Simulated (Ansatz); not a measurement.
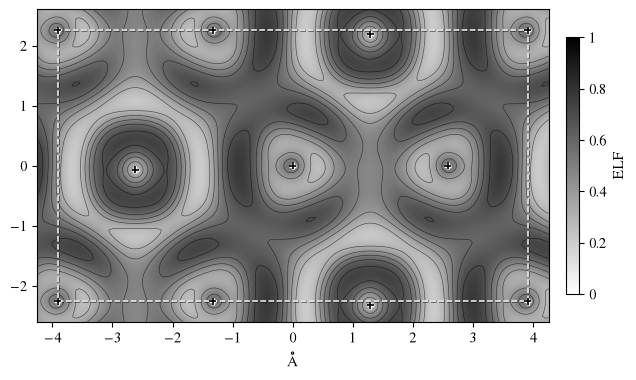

The ELF on a plane through atoms (crosses mark nuclei in the plane).

These are results of DFT PBEsol, scalar-relativistic, plane waves, PAW in Ansatz 0.2.0, not measurements.

Candidates:
A. Ti12C (slab), a = 5.74 Å, b = 5.74 Å, c = 19.27 Å, α = 90.00°, β = 90.00°, γ = 90.00°. A point of a scan over the structure, not its minimum; not relaxed (largest force 1.7 eV/Å); computed without spin polarisation; PAW files of the earlier set (soft_1).
B. Si2Mo, a = 3.19 Å, b = 7.82 Å, c = 3.19 Å, α = 90.00°, β = 90.00°, γ = 90.00°. Space group Imm2; a point of a scan over the structure, not its minimum; changed on purpose from its base cell (mode 4 frozen in at -0.062 Å, equal normal strain along x, y and z +0.0000); not relaxed (largest force 1.0 eV/Å); computed without spin polarisation; PAW files of the earlier set (soft_1).

**Which system is this?**

Candidate B: Si2Mo on the (101̄) plane of the conventional cell, which holds Si and Mo. Si–Mo (2.54 Å): the ELF peaks at about 0.70 in the valence shell of Si, 0.9 Å from its nucleus, and is about 0.45 at the midpoint. Si–Mo (2.62 Å): the ELF peaks at about 0.80 in the valence shell of Si, 0.9 Å from its nucleus, and is about 0.40 at the midpoint.
